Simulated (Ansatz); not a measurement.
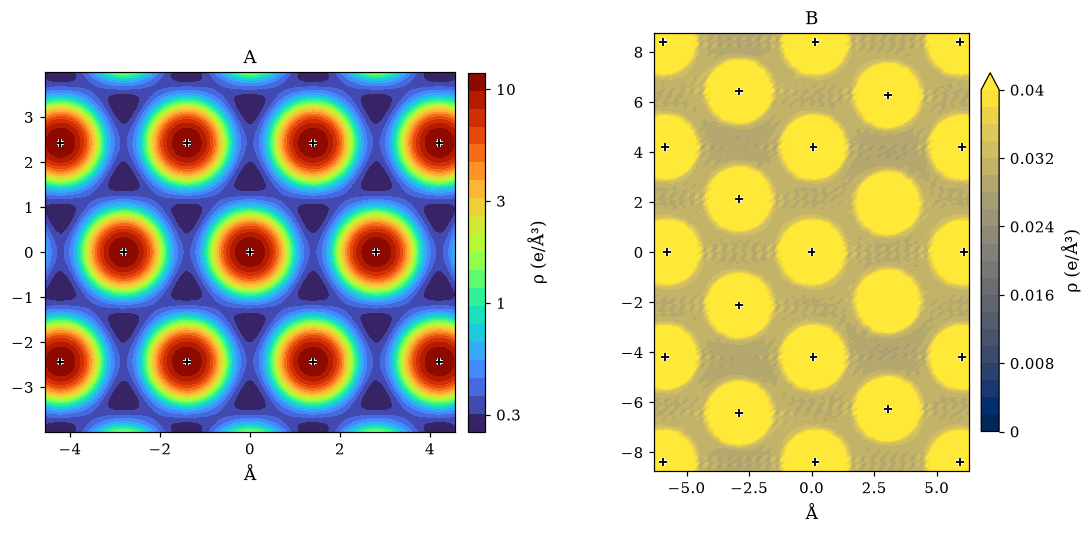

The valence pseudo-density of 2 systems, each on a plane through atoms (crosses mark nuclei in the plane).

Computed with DFT PBE, scalar-relativistic, plane waves, PAW in Ansatz 0.2.0.

System 1: Pt, the (010) plane of the calculation cell. Space group Fm-3m; a structure from a database of computed crystals, not necessarily the ambient phase.

```
CELL_PARAMETERS angstrom
0.00000 5.95535 5.95535
5.95535 0.00000 5.95535
5.95535 5.95535 0.00000
ATOMIC_POSITIONS crystal
Pt 0.00000 0.00000 0.00000
Pt 0.00000 0.00000 0.33333
Pt 0.00000 0.00000 0.66667
Pt 0.00000 0.33333 0.00000
Pt 0.00000 0.33333 0.33333
Pt 0.00000 0.33333 0.66667
Pt 0.00000 0.66667 0.00000
Pt 0.00000 0.66667 0.33333
Pt 0.00000 0.66667 0.66667
Pt 0.33333 0.00000 0.00000
Pt 0.33333 0.00000 0.33333
Pt 0.33333 0.00000 0.66667
Pt 0.33333 0.33333 0.00000
Pt 0.33333 0.33333 0.33333
Pt 0.33333 0.33333 0.66667
Pt 0.33333 0.66667 0.00000
Pt 0.33333 0.66667 0.33333
Pt 0.33333 0.66667 0.66667
Pt 0.66667 0.00000 0.00000
Pt 0.66667 0.00000 0.33333
Pt 0.66667 0.00000 0.66667
Pt 0.66667 0.33333 0.00000
Pt 0.66667 0.33333 0.33333
Pt 0.66667 0.33333 0.66667
Pt 0.66667 0.66667 0.00000
Pt 0.66667 0.66667 0.33333
Pt 0.66667 0.66667 0.66667
```

System 2: Na (cell with a defect), the (11̄0) plane of the calculation cell. Computed without spin polarisation.

Question: Which map belongs to which system?

Answer: Panel A is system 1, Pt: the plane holds Pt. Pt–Pt (2.81 Å): ρ is about 0.35 e/Å³ halfway. Panel B is system 2, Na: the plane holds Na. Na–Na (3.60 Å): the density is about 0.03 e/Å³ at the midpoint.
